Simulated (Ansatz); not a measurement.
# Ru: geometry relaxation (part 1 of 3)

System: Ru (slab, 16 atoms in the cell).
Method: DFT PBE, scalar-relativistic, plane waves, PAW, no spin polarisation (Ansatz 0.2.0).

The structure derives from an entry of the Crystallography Open Database. The input holds or restrains some coordinates. Forces given for the steps count only the free coordinates. It belongs to a series of runs on one base structure; here: clean slab, lower planes held.

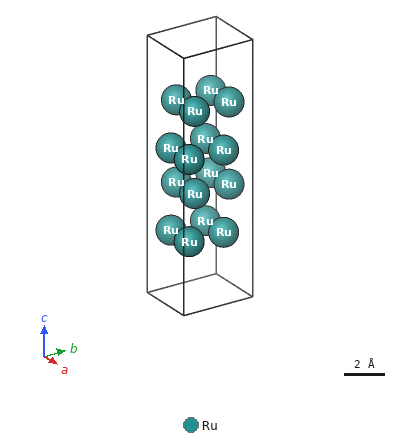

Figure 1. The input geometry (spheres-only view of the cell of the calculation, with the vacuum cut short, seen slightly off an axis). An atom can appear more than once, as a periodic image.

## Input
```yaml
crystal:
  lattice:
    - [5.4400501816, 0.0, 0.0]
    - [-2.7200250908, 4.7112216551, 0.0]
    - [0.0, 0.0, 22.4451542449]
  atoms:
    - { symbol: Ru, position: [0.3333333333, 0.1666666667, 0.3564243717] }
    - { symbol: Ru, position: [0.3333333333, 0.6666666667, 0.3564243717] }
    - { symbol: Ru, position: [0.8333333333, 0.1666666667, 0.3564243717] }
    - { symbol: Ru, position: [0.8333333333, 0.6666666667, 0.3564243717] }
    - { symbol: Ru, position: [0.1666666667, 0.3333333333, 0.4521414572] }
    - { symbol: Ru, position: [0.1666666667, 0.8333333333, 0.4521414572] }
    - { symbol: Ru, position: [0.6666666667, 0.3333333333, 0.4521414572] }
    - { symbol: Ru, position: [0.6666666667, 0.8333333333, 0.4521414572] }
    - { symbol: Ru, position: [0.3333333333, 0.1666666667, 0.5478585428] }
    - { symbol: Ru, position: [0.3333333333, 0.6666666667, 0.5478585428] }
    - { symbol: Ru, position: [0.8333333333, 0.1666666667, 0.5478585428] }
    - { symbol: Ru, position: [0.8333333333, 0.6666666667, 0.5478585428] }
    - { symbol: Ru, position: [0.1666666667, 0.3333333333, 0.6435756283] }
    - { symbol: Ru, position: [0.1666666667, 0.8333333333, 0.6435756283] }
    - { symbol: Ru, position: [0.6666666667, 0.3333333333, 0.6435756283] }
    - { symbol: Ru, position: [0.6666666667, 0.8333333333, 0.6435756283] }
basis:
  ecutwfc: 420
kpoints:
  mp_grid: { grid: [4, 4, 1] }
hamiltonian:
  xc: pbe
scf:
  occupations: { method: gaussian, width: 0.1 }
output:
  forces: true
  eigenvalues: true
  write_density: true
  write_potential: true
  elf: true
  volumetric_format: npy
relax:
  adjacent_minimum: "off"
  f_tol: 0.03
  max_steps: 70
  constraints: [{ sites: [0, 1, 2, 3, 4, 5, 6, 7] }]
efield:
  axis: 3
  dipole_correction: true
  ramp_width: 0.04
```

Command:
```bash
ansatz run input.yaml --threads 4 --pin off --max-ram 10240MiB --backend cpu --events-out ev --progress --plain --runs-dir out
```

## Output
```
Engine: ansatz 0.2.0, x86_64-unknown-linux-gnu
Pseudopotentials: kind: paw
Pseudopotential: Ru, paw, valence charge 16, recommended cutoff 420 eV (normal), Ru.paw.azcp
Functional definition: PBE
  parameter kappa = 0.804
  parameter beta = 0.06672455060314922
  exchange = pbe_x(kappa = kappa, mu = beta*pi^2/3)
  correlation = pbe_c(beta = beta)
Crystal: 16 atoms, lattice volume = 575.253 Å³
Basis set: ecut = 420 eV, 11193 PW (Γ), exchange–correlation on 80×80×320 points (8 copies of the dense FFT grid, shifted against one another)
Bands: 154, of which v1, the nominal top of the filled ones, is band 128 counted from 1 (127 counted from 0)
Symmetry: 24 space group operations
k-points: 4 of 16 (time reversal used)
Non-local potential: Ru, projectors of the file, l = 0: 3, l = 1: 2, l = 2: 2, l = 3: 1
PAW form: soft (Blöchl's): semilocal exchange-correlation on the pseudo side does not see the compensation charge
PAW one-centre angular grid: Ru, 590 points (default); XC on 64 Gauss nodes
Initial density: superposition of atomic densities (neutral atoms: chi_scale 0, normalization atom), corrected by the library's trained network
Initial wavefunctions: pseudopotential atomic-orbital guess
Functional: x = pbe(κ = 0.804, μ = 0.2195149727645171), c = pbe(β = 0.06672455060314922)
SCF iter   1: F=—  HF=-94050.381024 eV  |F-HF|=—  |Δ(HF+E_count)|=         —  Δρ=9.72e-3  dr2=1.43e0  ethr=1.77e-3  p=0.000 e·Å  D=2.83e-13 V/Å  ΔV_dip=-0.00 eV  dr2_dipole=2.69e-6  V_vac-E_F(+/−)=4.77/4.77 eV  ⟨swp⟩=7.5  Hψ=2510  notcnv=0
efield: sawtooth ramp at fractional position 0.9800 (placed from the atoms, in the widest stretch of the axis that holds none; the zero of the levels goes with the place), width 0.0400; the density the first Hamiltonian is built on has a dipole p = 0.000 e·Å; the dipole correction subtracts the counter field D = 2.83e-13 V/Å, which shifts the + side's vacuum level by -0.00 eV against the − side's; the planar-averaged density in the ramp window peaks in size at 6.1e-6 e/Å³
preconditioner: auto → LDOS  [metal: Δε(μ)=0.017 eV  Ē_g=4.196 eV  σ=0.100 eV  W_gap=0.10  n_scr=136 (ndim 8)  ℏωp=17.5 eV  f_vac=0.556  D(μ)=29.73/eV (n_scr^D=290)  β→1.0]
SCF iter   2: F=—  HF=-94050.380757 eV  |F-HF|=—  |Δ(HF+E_count)|=   2.66e-4  Δρ=6.98e-3  dr2=2.61e-1  ethr=5.58e-4  p=-0.000 e·Å  D=-1.27e-5 V/Å  ΔV_dip=0.00 eV  dr2_dipole=1.15e-6  V_vac-E_F(+/−)=4.88/4.88 eV  ⟨swp⟩=2.2  Hψ=828  notcnv=0  defer=21
SCF iter   3: F=—  HF=-94050.342025 eV  |F-HF|=—  |Δ(HF+E_count)|=   3.87e-2  Δρ=2.29e-3  dr2=7.20e-2  ethr=1.02e-4  p=-0.000 e·Å  D=-6.69e-6 V/Å  ΔV_dip=0.00 eV  dr2_dipole=5.42e-7  V_vac-E_F(+/−)=4.94/4.94 eV  ⟨swp⟩=2.2  Hψ=755  notcnv=0  defer=21
SCF iter   4: F=—  HF=-94050.338841 eV  |F-HF|=—  |Δ(HF+E_count)|=   3.18e-3  Δρ=6.37e-4  dr2=8.40e-3  ethr=2.81e-5  p=-0.000 e·Å  D=-4.76e-6 V/Å  ΔV_dip=0.00 eV  dr2_dipole=1.06e-7  V_vac-E_F(+/−)=4.98/4.98 eV  ⟨swp⟩=1.5  Hψ=679  notcnv=0  defer=21
SCF iter   5: F=—  HF=-94050.339255 eV  |F-HF|=—  |Δ(HF+E_count)|=   4.15e-4  Δρ=1.27e-4  dr2=2.93e-4  ethr=3.28e-6  p=-0.000 e·Å  D=-2.62e-6 V/Å  ΔV_dip=0.00 eV  dr2_dipole=1.46e-8  V_vac-E_F(+/−)=5.00/5.00 eV  ⟨swp⟩=1.8  Hψ=726  notcnv=0  defer=12
SCF iter   6: F=—  HF=-94050.339256 eV  |F-HF|=—  |Δ(HF+E_count)|=   1.06e-6  Δρ=5.00e-5  dr2=3.74e-5  ethr=1.14e-7  p=-0.000 e·Å  D=-1.02e-6 V/Å  ΔV_dip=0.00 eV  dr2_dipole=5.39e-10  V_vac-E_F(+/−)=5.02/5.02 eV  ⟨swp⟩=2.0  Hψ=846  notcnv=0  defer=8
SCF iter   7: F=-94050.339252 eV  HF=-94050.339256 eV  |F-HF|=3.75e-6  |Δ(HF+E_count)|=   7.04e-7  Δρ=2.05e-5  dr2=7.10e-6  ethr=8.79e-9  p=-0.000 e·Å  D=-5.57e-7 V/Å  ΔV_dip=0.00 eV  dr2_dipole=1.50e-11  V_vac-E_F(+/−)=5.02/5.02 eV  ⟨swp⟩=20.0  Hψ=6119  notcnv=0
SCF 1 converged in 7 iterations: F = -94050.339252 eV  dr2 = 7.10e-6
  greatest PAW one-centre occupation: 0.998 electrons in one spin orbital (limit 2), on the Ru atom at site 3 (counted from 0), in its partial waves of l = 0
relax step   1: F+E_penalty+E_count = -94050.33925201 eV  Δ(F+E_penalty+E_count) = +0.000e0 eV  max|allowed force component| = 7.171e-1 eV/Å  Δτ_max = 0.0000 Å  (7 SCF iters, dr2 threshold 2.25e-5 eV, accepted)
Initial density: handed on by an earlier stage of this run
Initial wavefunctions: those handed on with the density
iter 1 solved again at ethr=2.12e-3 eV; its pass at ethr=3.10e-3 eV (dr2=5.43e0 eV) is discarded
SCF iter   1: F=—  HF=-94050.511369 eV  |F-HF|=—  |Δ(HF+E_count)|=         —  Δρ=1.03e-2  dr2=4.78e0  ethr=2.12e-3  p=0.000 e·Å  D=1.07e-6 V/Å  ΔV_dip=-0.00 eV  dr2_dipole=1.92e0  V_vac-E_F(+/−)=4.99/4.99 eV  ⟨swp⟩=1.0  Hψ=1810  notcnv=0  defer=51
efield: sawtooth ramp at fractional position 0.9800 (handed on by an earlier solve), width 0.0400; the density the first Hamiltonian is built on has a dipole p = 0.000 e·Å; the dipole correction subtracts the counter field D = 1.07e-6 V/Å, which shifts the + side's vacuum level by -0.00 eV against the − side's; the planar-averaged density in the ramp window peaks in size at 3.9e-6 e/Å³
preconditioner: auto → LDOS  [metal: Δε(μ)=0.092 eV  Ē_g=4.323 eV  σ=0.100 eV  W_gap=0.43  n_scr=136 (ndim 8)  ℏωp=17.5 eV  f_vac=0.557  D(μ)=27.21/eV (n_scr^D=266)  β→1.0]
SCF iter   2: F=—  HF=-94050.447995 eV  |F-HF|=—  |Δ(HF+E_count)|=   6.34e-2  Δρ=3.25e-3  dr2=3.72e-1  ethr=1.87e-3  p=0.007 e·Å  D=2.18e-3 V/Å  ΔV_dip=-0.05 eV  dr2_dipole=1.28e-1  V_vac-E_F(+/−)=4.93/4.98 eV  ⟨swp⟩=2.2  Hψ=604  notcnv=0  defer=51
SCF iter   3: F=—  HF=-94050.442739 eV  |F-HF|=—  |Δ(HF+E_count)|=   5.26e-3  Δρ=3.47e-3  dr2=1.21e-1  ethr=1.45e-4  p=0.010 e·Å  D=3.13e-3 V/Å  ΔV_dip=-0.07 eV  dr2_dipole=4.77e-4  V_vac-E_F(+/−)=4.91/4.98 eV  ⟨swp⟩=3.0  Hψ=1176  notcnv=0  defer=51
SCF iter   4: F=—  HF=-94050.413821 eV  |F-HF|=—  |Δ(HF+E_count)|=   2.89e-2  Δρ=5.83e-4  dr2=3.66e-3  ethr=4.71e-5  p=0.011 e·Å  D=3.48e-3 V/Å  ΔV_dip=-0.08 eV  dr2_dipole=2.09e-4  V_vac-E_F(+/−)=4.90/4.98 eV  ⟨swp⟩=3.0  Hψ=1014  notcnv=0  defer=51
SCF iter   5: F=—  HF=-94050.413688 eV  |F-HF|=—  |Δ(HF+E_count)|=   1.33e-4  Δρ=1.79e-4  dr2=3.68e-4  ethr=1.43e-6  p=0.011 e·Å  D=3.58e-3 V/Å  ΔV_dip=-0.08 eV  dr2_dipole=4.51e-5  V_vac-E_F(+/−)=4.90/4.98 eV  ⟨swp⟩=3.0  Hψ=1127  notcnv=0  defer=51
SCF iter   6: F=—  HF=-94050.413768 eV  |F-HF|=—  |Δ(HF+E_count)|=   8.02e-5  Δρ=5.22e-5  dr2=4.09e-5  ethr=1.44e-7  p=0.012 e·Å  D=3.75e-3 V/Å  ΔV_dip=-0.08 eV  dr2_dipole=6.87e-8  V_vac-E_F(+/−)=4.89/4.97 eV  ⟨swp⟩=2.0  Hψ=900  notcnv=0  defer=51
SCF iter   7: F=-94050.413772 eV  HF=-94050.413777 eV  |F-HF|=5.01e-6  |Δ(HF+E_count)|=   9.33e-6  Δρ=1.91e-5  dr2=8.44e-6  ethr=1.26e-8  p=0.012 e·Å  D=3.86e-3 V/Å  ΔV_dip=-0.09 eV  dr2_dipole=4.41e-8  V_vac-E_F(+/−)=4.89/4.97 eV  ⟨swp⟩=21.2  Hψ=6290  notcnv=0
SCF 2 converged in 7 iterations: F = -94050.413772 eV  dr2 = 8.44e-6
  greatest PAW one-centre occupation: 0.998 electrons in one spin orbital (limit 2), on the Ru atom at site 15 (counted from 0), in its partial waves of l = 0
relax step   2: F+E_penalty+E_count = -94050.41377220 eV  Δ(F+E_penalty+E_count) = -7.452e-2 eV  max|allowed force component| = 5.351e-1 eV/Å  Δτ_max = 0.1311 Å  (7 SCF iters, dr2 threshold 3.21e-5 eV, accepted)
iter 1 solved again at ethr=3.53e-4 eV; its pass at ethr=3.10e-3 eV (dr2=9.04e-1 eV) is discarded
SCF iter   1: F=—  HF=-94050.484657 eV  |F-HF|=—  |Δ(HF+E_count)|=         —  Δρ=4.61e-3  dr2=9.35e-1  ethr=3.53e-4  p=0.012 e·Å  D=3.85e-3 V/Å  ΔV_dip=-0.09 eV  dr2_dipole=3.59e-1  V_vac-E_F(+/−)=4.90/4.99 eV  ⟨swp⟩=1.0  Hψ=1580  notcnv=0  defer=45
efield: sawtooth ramp at fractional position 0.9800 (handed on by an earlier solve), width 0.0400; the density the first Hamiltonian is built on has a dipole p = 0.012 e·Å; the dipole correction subtracts the counter field D = 3.85e-3 V/Å, which shifts the + side's vacuum level by -0.09 eV against the − side's; the planar-averaged density in the ramp window peaks in size at 3.2e-6 e/Å³
preconditioner: auto → LDOS  [metal: Δε(μ)=0.066 eV  Ē_g=4.261 eV  σ=0.100 eV  W_gap=0.33  n_scr=136 (ndim 8)  ℏωp=17.5 eV  f_vac=0.555  D(μ)=30.66/eV (n_scr^D=304)  β→1.0]
SCF iter   2: F=—  HF=-94050.470781 eV  |F-HF|=—  |Δ(HF+E_count)|=   1.39e-2  Δρ=1.46e-3  dr2=1.48e-1  ethr=3.53e-4  p=0.011 e·Å  D=3.59e-3 V/Å  ΔV_dip=-0.08 eV  dr2_dipole=5.86e-2  V_vac-E_F(+/−)=4.91/4.99 eV  ⟨swp⟩=1.0  Hψ=556  notcnv=0  defer=45
SCF iter   3: F=—  HF=-94050.470795 eV  |F-HF|=—  |Δ(HF+E_count)|=   1.47e-5  Δρ=1.82e-3  dr2=2.61e-2  ethr=5.78e-5  p=0.009 e·Å  D=2.79e-3 V/Å  ΔV_dip=-0.06 eV  dr2_dipole=1.52e-4  V_vac-E_F(+/−)=4.92/4.98 eV  ⟨swp⟩=2.0  Hψ=851  notcnv=0  defer=45
SCF iter   4: F=—  HF=-94050.464211 eV  |F-HF|=—  |Δ(HF+E_count)|=   6.58e-3  Δρ=3.48e-4  dr2=1.50e-3  ethr=1.02e-5  p=0.009 e·Å  D=2.81e-3 V/Å  ΔV_dip=-0.06 eV  dr2_dipole=1.83e-4  V_vac-E_F(+/−)=4.92/4.98 eV  ⟨swp⟩=3.2  Hψ=1141  notcnv=0  defer=45
SCF iter   5: F=—  HF=-94050.464674 eV  |F-HF|=—  |Δ(HF+E_count)|=   4.63e-4  Δρ=9.55e-5  dr2=1.75e-4  ethr=5.84e-7  p=0.009 e·Å  D=2.74e-3 V/Å  ΔV_dip=-0.06 eV  dr2_dipole=6.52e-5  V_vac-E_F(+/−)=4.92/4.98 eV  ⟨swp⟩=2.8  Hψ=940  notcnv=0  defer=45
SCF iter   6: F=-94050.464677 eV  HF=-94050.464685 eV  |F-HF|=7.55e-6  |Δ(HF+E_count)|=   1.01e-5  Δρ=2.72e-5  dr2=1.04e-5  ethr=6.99e-9  p=0.008 e·Å  D=2.61e-3 V/Å  ΔV_dip=-0.06 eV  dr2_dipole=2.18e-6  V_vac-E_F(+/−)=4.92/4.98 eV  ⟨swp⟩=19.0  Hψ=6536  notcnv=0
SCF 3 converged in 6 iterations: F = -94050.464677 eV  dr2 = 1.04e-5
relax step   3: F+E_penalty+E_count = -94050.46467701 eV  Δ(F+E_penalty+E_count) = -5.090e-2 eV  max|allowed force component| = 2.129e-2 eV/Å  Δτ_max = 0.0570 Å  (6 SCF iters, dr2 threshold 1.79e-5 eV, accepted)
iter 1 solved again at ethr=4.04e-9 eV; its pass at ethr=3.10e-3 eV (dr2=1.04e-5 eV) is discarded
SCF iter   1: F=—  HF=-94050.464710 eV  |F-HF|=—  |Δ(HF+E_count)|=         —  Δρ=2.72e-5  dr2=1.03e-5  ethr=4.04e-9  p=0.008 e·Å  D=2.61e-3 V/Å  ΔV_dip=-0.06 eV  dr2_dipole=2.09e-6  V_vac-E_F(+/−)=4.92/4.98 eV  ⟨swp⟩=1.0  Hψ=1456  notcnv=0
efield: sawtooth ramp at fractional position 0.9800 (handed on by an earlier solve), width 0.0400; the density the first Hamiltonian is built on has a dipole p = 0.008 e·Å; the dipole correction subtracts the counter field D = 2.61e-3 V/Å, which shifts the + side's vacuum level by -0.06 eV against the − side's; the planar-averaged density in the ramp window peaks in size at 3.3e-6 e/Å³
preconditioner: auto → LDOS  [metal: Δε(μ)=0.072 eV  Ē_g=4.260 eV  σ=0.100 eV  W_gap=0.35  n_scr=136 (ndim 8)  ℏωp=17.5 eV  f_vac=0.555  D(μ)=30.74/eV (n_scr^D=304)  β→1.0]
SCF iter   2: F=—  HF=-94050.464686 eV  |F-HF|=—  |Δ(HF+E_count)|=   2.39e-5  Δρ=1.46e-5  dr2=4.99e-6  ethr=4.04e-9  p=0.008 e·Å  D=2.50e-3 V/Å  ΔV_dip=-0.06 eV  dr2_dipole=9.69e-7  V_vac-E_F(+/−)=4.93/4.98 eV  ⟨swp⟩=2.0  Hψ=797  notcnv=0
SCF iter   3: F=—  HF=-94050.464686 eV  |F-HF|=—  |Δ(HF+E_count)|=   1.03e-7  Δρ=1.17e-5  dr2=1.75e-6  ethr=1.95e-9  p=0.008 e·Å  D=2.47e-3 V/Å  ΔV_dip=-0.06 eV  dr2_dipole=4.65e-7  V_vac-E_F(+/−)=4.93/4.98 eV  ⟨swp⟩=2.0  Hψ=887  notcnv=0
SCF iter   4: F=—  HF=-94050.464686 eV  |F-HF|=—  |Δ(HF+E_count)|=   1.68e-7  Δρ=2.30e-6  dr2=1.07e-7  ethr=6.82e-10  p=0.008 e·Å  D=2.41e-3 V/Å  ΔV_dip=-0.05 eV  dr2_dipole=2.73e-8  V_vac-E_F(+/−)=4.93/4.98 eV  ⟨swp⟩=2.2  Hψ=832  notcnv=0
SCF iter   5: F=-94050.464686 eV  HF=-94050.464686 eV  |F-HF|=4.54e-9  |Δ(HF+E_count)|=   4.63e-9  Δρ=1.70e-6  dr2=3.08e-8  ethr=3.91e-11  p=0.008 e·Å  D=2.40e-3 V/Å  ΔV_dip=-0.05 eV  dr2_dipole=5.32e-10  V_vac-E_F(+/−)=4.93/4.98 eV  ⟨swp⟩=12.8  Hψ=4859  notcnv=0
SCF 4 converged in 5 iterations: F = -94050.464686 eV  dr2 = 3.08e-8
relax step   4: F+E_penalty+E_count = -94050.46468610 eV  Δ(F+E_penalty+E_count) = -9.092e-6 eV  max|allowed force component| = 2.129e-2 eV/Å  Δτ_max = 0.0000 Å  (5 SCF iters, accepted)
```

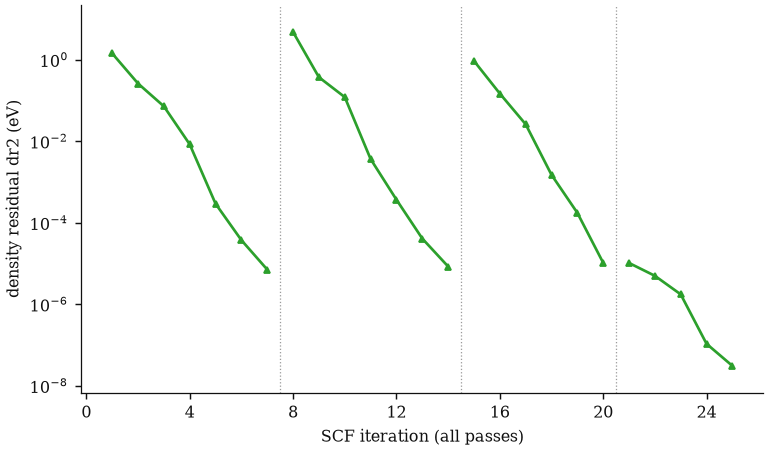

Figure 2. Convergence of the self-consistent field: density residual dr2 against the SCF iteration. The dotted lines part the SCF passes of the relaxation: geometry steps, rejected trials and re-solves on a re-selected basis. The passes take 7, 7, 6 and 5 iterations.

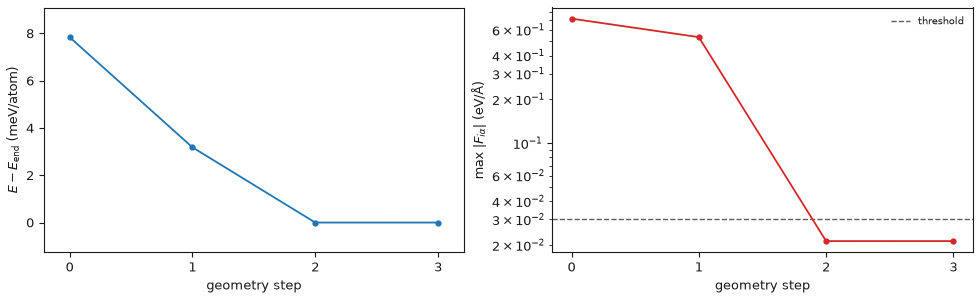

Figure 3. Progress of the restrained relaxation, step by step (the first geometry is step 0 here and step 1 in the log).

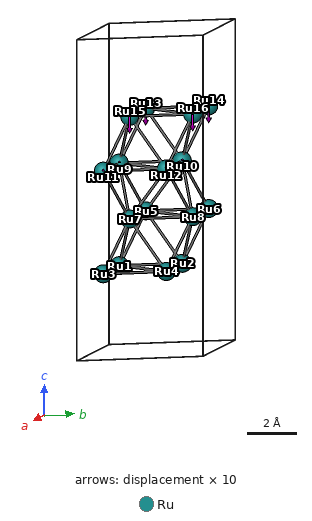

Figure 4. The starting structure with the displacements as pink arrows, magnified 10 times (ball-and-stick view of the cell of the calculation, with the vacuum cut short, seen slightly off an axis). The energy falls by 7.8 meV per atom in 3 geometry steps. The largest force component goes from 0.72 to 0.021 eV/Å. The largest moves, 0.074 Å, are those of Ru13, Ru14, Ru15 and Ru16. The cell stays as it was. Among the contacts that change: Ru10–Ru13 2.661 → 2.593 Å, Ru5–Ru10 2.661 → 2.670 Å. (Atoms are counted from 1 in the order of the input.)

```
SCF converged after 5 iterations
Free energy (F): -94050.464686 eV
Harris-Foulkes:  -94050.464686 eV  (|F-HF|=4.54e-9)
Internal energy: -94050.310967 eV  (E = F + TS)
E sigma→0 (E₀):  -94050.387827 eV
Entropy (-TS):   -0.153719 eV (-9.607 meV/atom)
Fermi energy:    5.873845 eV
Dipole field:    D = 0.002380 V/Å  (p = 0.007565 e·Å, saw-weighted, corrected)
Work function:   Φ+ = 4.9292 eV   Φ− = 4.9826 eV
Levels:          The Fermi level and band energies are counted from a zero that moves with the ramp; work functions are not
--- Per-component energies (eV) ---
  E_band       = -5318.776421
  E_kinetic    = 8208.431846
  E_local      = -362241.295172  (includes V_loc(G=0)·N_el)
  E_nonlocal   = 5497.436198
  E_hartree    = 175287.662960
  E_xc         = -3034.045981
  E_vxc        = -3807.167296  (∫ρ·V_xc dr)
  E_paw        = -55374.530567  (= ΣΔE_a)
  E_vpaw       = -3551.520816  (= ΣTr[D̂ρ^β])
  E_aug_tail   = -0.002966  (compensation charges beyond the density's cutoff)
  E_efield     = 0.000009  (sawtooth field / dipole correction)
  E_vefield    = 0.009727  (∫n·V_field dr)
  E_ewald      = 137606.032706
  E_smearing   = -0.153719  (= −TS)
  E_closure    = -0.000000  (closes the sum)
  Σ components = -94050.464686   (vs F -94050.464686, Δ=0.00e0)
--- Forces (eV/Å), atoms counted from 1 ---
  atom   1  Ru     0.00000000     0.00000000     0.72135488
  atom   2  Ru     0.00000000     0.00000000     0.72135488
  atom   3  Ru    -0.00000000     0.00000000     0.72135488
  atom   4  Ru     0.00000000     0.00000000     0.72135488
  atom   5  Ru     0.00000000    -0.00000000    -0.71717382
  atom   6  Ru    -0.00000000    -0.00000000    -0.71717382
  atom   7  Ru     0.00000000    -0.00000000    -0.71717382
  atom   8  Ru    -0.00000000    -0.00000000    -0.71717382
  atom   9  Ru     0.00000000     0.00000000    -0.02129324
  atom  10  Ru     0.00000000     0.00000000    -0.02129324
  atom  11  Ru    -0.00000000     0.00000000    -0.02129324
  atom  12  Ru     0.00000000     0.00000000    -0.02129324
  atom  13  Ru     0.00000000    -0.00000000     0.01710958
  atom  14  Ru     0.00000000    -0.00000000     0.01710958
  atom  15  Ru     0.00000000    -0.00000000     0.01710958
  atom  16  Ru     0.00000000    -0.00000000     0.01710958
  max |Σ_I F_I| component: 1.04e-5 eV/Å
--- Band table (eV) ---
```
